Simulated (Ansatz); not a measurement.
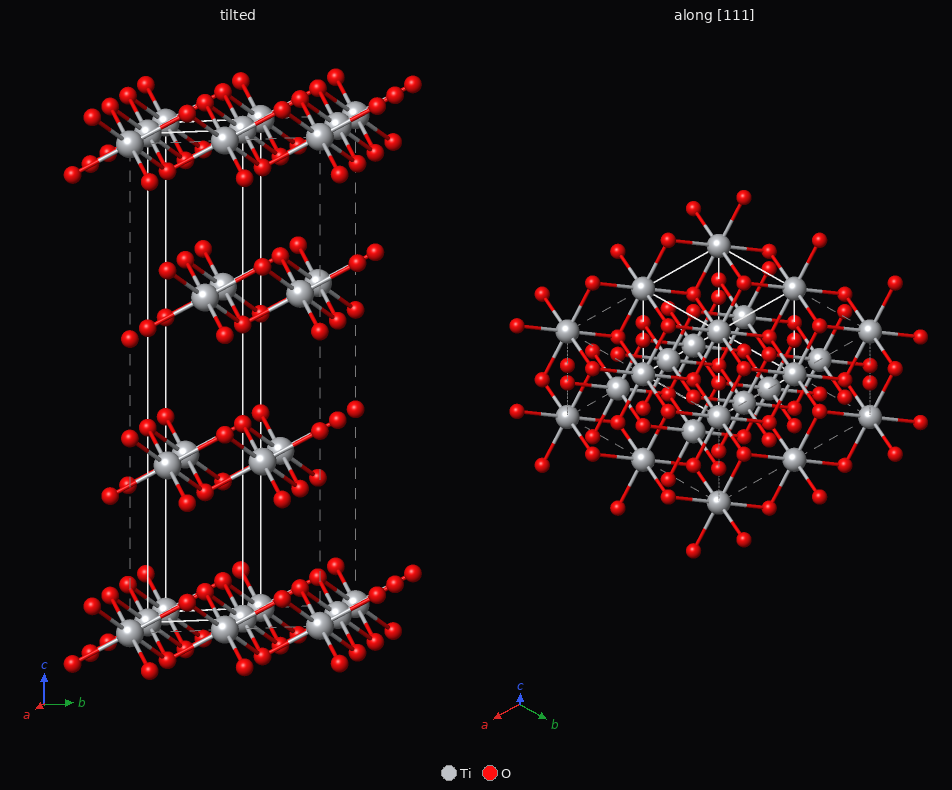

The figure gives a ball-and-stick picture of the atoms, viewed slightly off an axis and along [111]. The drawing covers 2×2×1 cells, and the solid lines enclose one conventional unit cell. Some neighbours outside the box are added.

Description:

This is TiO2. Symmetry: R-3m (No. 166), rhombohedral (trigonal R) lattice. Its structure type: cadmium chloride (CdCl₂) type. The cell has 9 atoms, namely 3 Ti, 6 O. Around each Ti lie six O in a distorted octahedral arrangement. O is surrounded by three Ti in a trigonal pyramidal arrangement. Not all metal-metal contacts are counted. The bonds build TiO2 layers parallel to (001).

The model was built from a structure listed in the Materials Project. What is shown is the relaxed result from DFT PBE+U+D3(BJ), scalar-relativistic, plane waves, PAW (Ansatz).
